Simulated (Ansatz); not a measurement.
System: WS2, space group R3m (No. 160), 3 atoms in the cell, 3R (MoS2) bulk type, hydrostatic strain +4.0%.

```
W S
1.0
     1.64932    0.95224    6.48697
    -1.64932    0.95224    6.48697
     0.00000   -1.90447    6.48697
W S
1 2
Direct
  0.00000 0.00000 0.00000
  0.41167 0.41167 0.41167
  0.25500 0.25500 0.25500
```

Computed with Ansatz 0.2.0: DFT, PBE, plane waves, PAW, no spin polarisation, 10×10×10 k mesh, 420 eV cutoff, Fermi-Dirac smearing of 0.02 eV.

What does the calculation give for the electronic structure?

There is a gap; over the k points computed it is 0.76 eV (indirect; the smallest direct gap is 1.39 eV). Within the window shown, the tallest peak of the filled states lies 4.0 eV under the valence-band top, at about 4.2 states per eV and cell.

Spin-orbit coupling is left out, which matters for W.

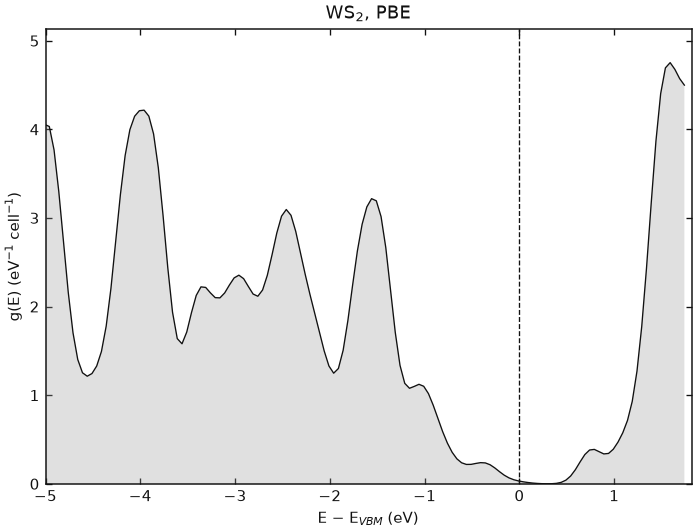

Density of states. Energies are counted from the top of the valence band. The curve is built from the levels of the k mesh with Gaussians 0.3 eV wide, which also blur the band edges.
